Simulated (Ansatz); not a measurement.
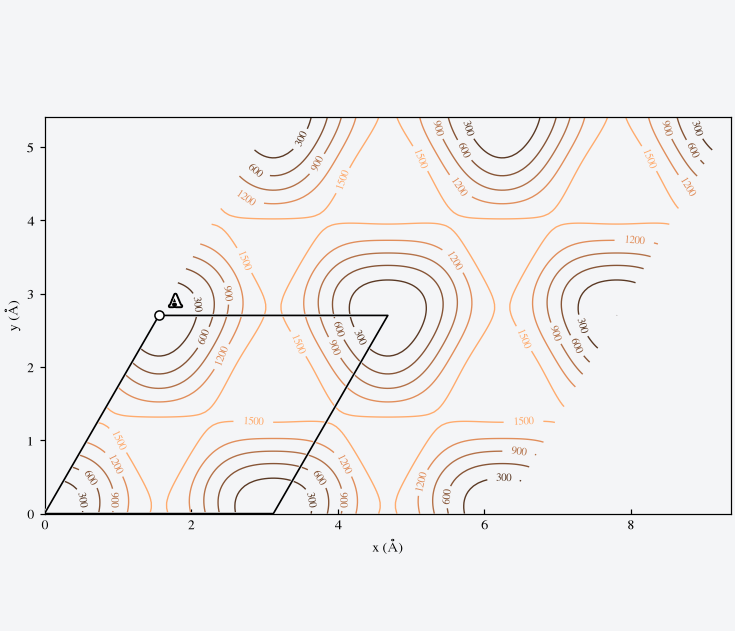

TaN (P6_3mc, No. 186; 8 atoms in the cell). 
- Gamma surface: rigid slide across a plane, one fault a cell; the plane is (0 0 1) of the conventional cell, and the faces at the cut hold Ta and N.
- Places are given modulo a cell vector. The map is drawn in real space over the plane of the slide.
- Nothing is relaxed (rigid halves, spacing across the cut fixed).
- Grid: 6 × 6 points; 10 points were computed and 26 follow by symmetry.
- All energies are given in mJ/m² relative to the lowest grid point.
- Method: Ansatz 0.2.0, DFT PBEsol, scalar-relativistic, plane waves, PAW. Settings: cutoff 520 eV, k-mesh 14×14×4 in the order of the run's cell vectors, gaussian smearing 0.15 eV, no spin polarisation.

The picture shows contour lines labelled in mJ/m², the outline of one cell of the 2 × 2 shown, the point A. Between grid points the surface is interpolated.

> Find the lowest pass out of the well at A.

The easiest path leads from the well at (0/6, 0/6) of the cell vectors to its copy one period on. Its highest point lies about 1500 mJ/m² above the bottom of the first well on the interpolated surface, at (3/6, 3/6) of the cell vectors. The start is the relaxed structure and all else is held, so a fully relaxed path at this level can only be lower.

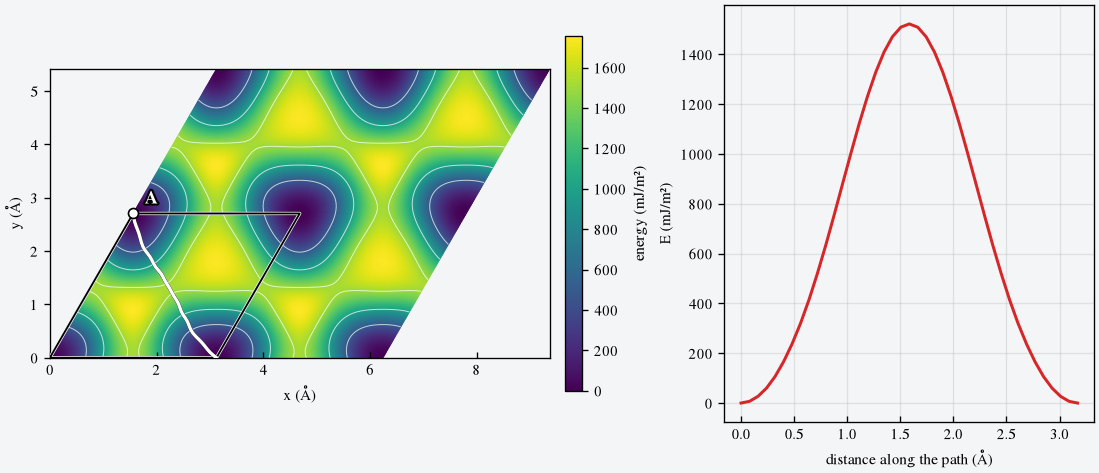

The picture shows a smooth colour map with a few white contour lines, a line along the lowest path, the outline of one cell of the 2 × 2 shown, the energy along the path at the right. Between grid points the surface is interpolated.
